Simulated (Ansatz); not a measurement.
## Electronic structure of AlGa3N4 in real space

Input file:

```
crystal:
  lattice:
    - [4.5993047784, 0.0, 0.0]
    - [0.0, 4.5993047784, 0.0]
    - [0.0, 0.0, 4.384968245]
  atoms:
    - { symbol: Al, position: [0.0, 0.0, 0.0] }
    - { symbol: Ga, position: [0.5, 0.5, 0.0] }
    - { symbol: Ga, position: [0.5, 0.0, 0.5] }
    - { symbol: Ga, position: [0.0, 0.5, 0.5] }
    - { symbol: "N", position: [0.755213346, 0.755213346, 0.2444216185] }
    - { symbol: "N", position: [0.755213346, 0.244786654, 0.7555783815] }
    - { symbol: "N", position: [0.244786654, 0.755213346, 0.7555783815] }
    - { symbol: "N", position: [0.244786654, 0.244786654, 0.2444216185] }
basis:
  ecutwfc: 500
kpoints:
  mp_grid: { grid: [6, 6, 6] }
hamiltonian:
  xc: r2scan
scf:
  occupations: { method: gaussian, width: 0.02 }
output:
  forces: true
  stress: true
  eigenvalues: true
  write_density: true
  write_potential: true
  elf: true
  volumetric_format: npy
relax:
  adjacent_minimum: "off"
  f_tol: 0.008
  max_steps: 40
  cell: { stress_tol: 0.015, fix: [a, b, gamma] }
```

Run with:

```sh
ansatz run input.yaml --threads 2 --pin off --max-ram 5120MiB --backend cpu --events-out ev --progress --plain --runs-dir out
```

Below, planes, directions and counts refer to the conventional cell (a = 4.60 Å, b = 4.60 Å, c = 4.32 Å, α = 90.00°, β = 90.00°, γ = 90.00°).

The fields are those of the relaxed geometry.

Space group P-42m; a structure from a database of computed crystals, not necessarily the ambient phase; changed on purpose from its base cell (biaxial strain in the a-b plane, c and atoms relaxed: +3.0 %); computed pressure about −5 GPa in this cell.

These are results of Ansatz, DFT r2SCAN, scalar-relativistic, plane waves, PAW, not measurements.

Core electrons are frozen (PAW), and the valence fields are smoothed inside the atomic spheres.

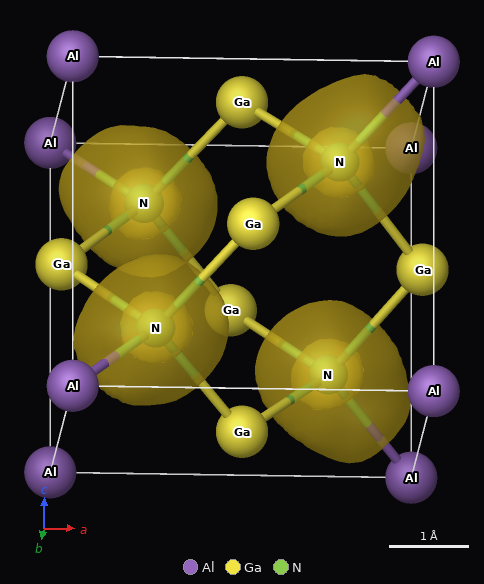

Figure 1. Isosurface of the ELF at 0.7 (yellow), seen at an oblique angle. Only the valence region is drawn (cores and ρ < 0.01 e/Å³ removed). Sticks mark near contacts.

Question: What do the ELF domains correspond to?

Answer: The surface consists of four regions on N in which the atom's valence shell and bonds are merged, counted in one cell of 8 atoms. Any copies at cell faces, edges or corners count once. Profiles from the grid: Al–N (1.91 Å): the ELF peaks at about 0.90 between the atoms: a shared but strongly polarised pair. Ga–N (1.97 Å): the ELF peaks at about 0.85 in the valence shell of N, 0.7 Å from its nucleus, and is about 0.45 at the midpoint.

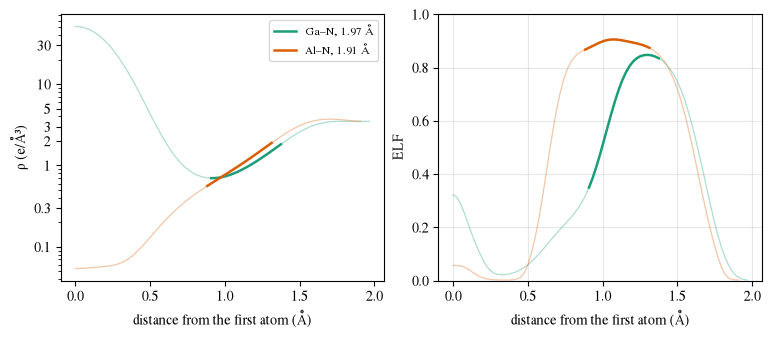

Figure 2. Valence electron density and electron localisation function along straight lines between neighbouring atoms. Thin, pale parts lie inside the atomic spheres.

Question: What can be read from the curves?

Answer: Ga–N (1.97 Å): the density is about 0.72 e/Å³ at the midpoint; the ELF peaks at about 0.85 in the valence shell of N, 0.7 Å from its nucleus, and is about 0.45 at the midpoint.
Al–N (1.91 Å): the density is about 0.68 e/Å³ at the midpoint; the ELF peaks at about 0.90 between the atoms: a polar covalent bond.

Question: Does the calculation make it a metal, or give it a gap?

Answer: It is gapped, with a Kohn–Sham gap of 2.5 eV on the k-point mesh (the band edges may lie off the mesh, which would make the gap smaller).
